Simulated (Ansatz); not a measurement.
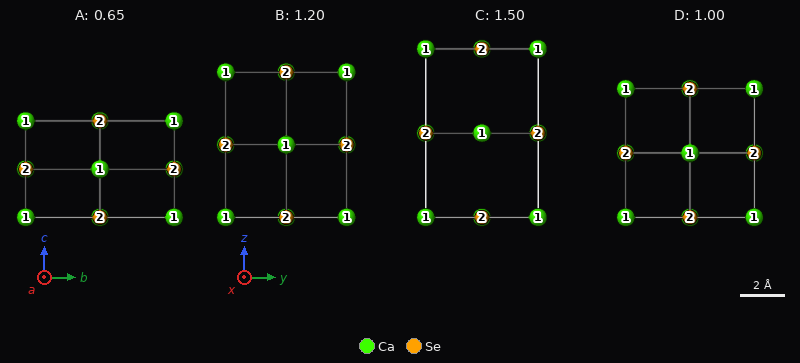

Crystalline CaSe (Fm-3m): the ratio of the cell's length along z to its lengths across, counted as 1 for the reference, is changed at fixed volume (a tetragonal or Bain path), with the atoms kept at their fractional coordinates. x, y and z are the Cartesian axes of the input. The picture is a ball-and-stick view of the conventional cell (4 times the calculation's cell), seen along the a axis. Lengths and directions refer to the drawn axes.

Method: DFT PBEsol, scalar-relativistic, plane waves, PAW in Ansatz. Set-up: plane-wave cutoff 420 eV; k-point mesh 10 × 10 × 10; occupations gaussian; smearing width 0.05 eV; no spin polarisation. Energies (free energies at the smearing named) are counted from the cell as listed in its source, which wasn't relaxed.

Q: Rank the frames from lowest to highest energy.

A: Lowest first: D (the relative ratio 1.00, 0 meV/atom), B (the relative ratio 1.20, 135 meV/atom), C (the relative ratio 1.50, 645 meV/atom), A (the relative ratio 0.65, 1884 meV/atom). Over the whole scan: of the computed points the lowest is at the relative ratio 1.00, 0 meV/atom. The end points stand at 1884 meV/atom (0.65) and 645 meV/atom (1.50). The unrelaxed reference is under a pressure of −1.1 GPa. The distortion takes the space group from Fm-3m to I4/mmm. At the relative ratio 1.50 the cell of the drawing goes a 5.912 → 5.165 Å, b 5.912 → 5.165 Å, c 5.912 → 7.747 Å. The band gap on the mesh, 1.94 eV in the reference, closes at 0.65.
